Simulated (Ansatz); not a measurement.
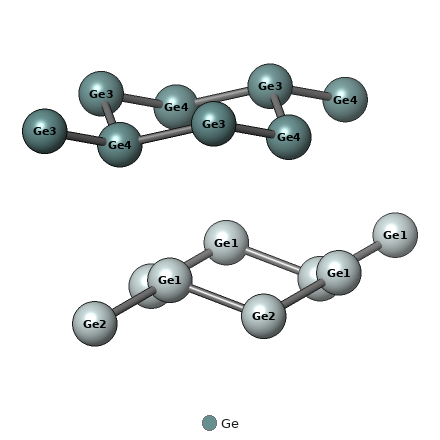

The system is a bilayer of two Ge sheets of the honeycomb type, the upper one turned by 180 degrees about the normal (4 atoms in the cell); the picture shows the reference structure; the lower layer is drawn fainter. 
- The upper layer of a bilayer is slid along a line and lifted, both layers rigid.
- First axis: slide of the upper layer along the long diagonal of the hexagonal surface cell, from Ge4 above Ge1. Second axis: distance between the facing planes of atoms.
- Grid: 9 × 6 points; 30 points were computed and 24 follow by symmetry.
- Points are written as (first, second).
- All energies are given in meV/Å² relative to the two layers apart.
- The calculation used DFT PBE+D3(BJ), scalar-relativistic, plane waves, PAW (Ansatz). Settings: cutoff 420 eV, k-mesh 9×9×1, gaussian smearing 0.1 eV, no spin polarisation.

Its coordinates:

```xyz
4
Lattice="4.0227 0.0000 0.0000 -2.0113 3.4838 0.0000 0.0000 0.0000 18.8685" Properties=species:S:1:pos:R:3 pbc="T T T"
Ge    0.0000    2.3225    5.1843
Ge    2.0113    1.1613    4.5000
Ge    3.3522    0.3871    9.3685
Ge    1.3409    1.5483    8.6843
```

Range: slide of the upper layer along the long diagonal of the hexagonal surface cell from 0.00 to 6.19 Å; distance between the facing planes of atoms from 3.50 to 5.30 Å.

Predict the map.

Answer. The lowest grid point is at (1.55 Å, 3.50 Å), −23.0 meV/Å² from the two layers apart. It lies at the edge of the scanned range, so the true minimum may lie outside. The energy also falls towards the edge at (3.10 Å, 3.50 Å) (0.06 meV/Å² above the lowest), where a further well may lie outside the range. The highest grid point, (2.32 Å, 5.30 Å), lies 17.5 meV/Å² above the lowest.

| second ↓, first → | 0.00 | 0.77 | 1.55 | 2.32 | 3.10 | 3.87 | 4.64 | 5.42 | 6.19 |
| --- | --- | --- | --- | --- | --- | --- | --- | --- | --- |
| 5.30 | −5.6 | −5.5 | −5.5 | −5.4 | −5.4 | −5.4 | −5.4 | −5.5 | −5.5 |
| 4.70 | −8.9 | −8.8 | −8.7 | −8.7 | −8.7 | −8.7 | −8.7 | −8.7 | −8.8 |
| 4.30 | −12.2 | −12.2 | −12.2 | −12.1 | −12.1 | −12.1 | −12.1 | −12.2 | −12.2 |
| 4.02 | −15.1 | −15.2 | −15.3 | −15.2 | −15.3 | −15.3 | −15.2 | −15.3 | −15.2 |
| 3.77 | −17.7 | −18.3 | −18.7 | −18.6 | −18.7 | −18.7 | −18.6 | −18.7 | −18.3 |
| 3.50 | −20.1 | −21.8 | −23.0 | −22.9 | −22.9 | −22.9 | −22.9 | −23.0 | −21.8 |

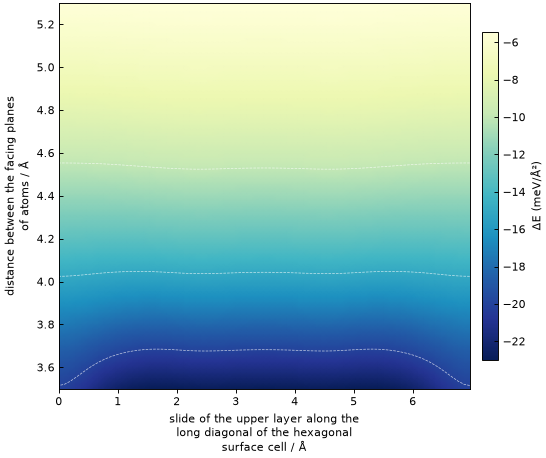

The picture shows a smooth colour map with a few white contour lines. Between grid points the surface is interpolated.

Time for the 30 points that were run: 7.9 min on 1 thread of Arm Neoverse V1 (shared host).

PAW datasets: the set soft_1.
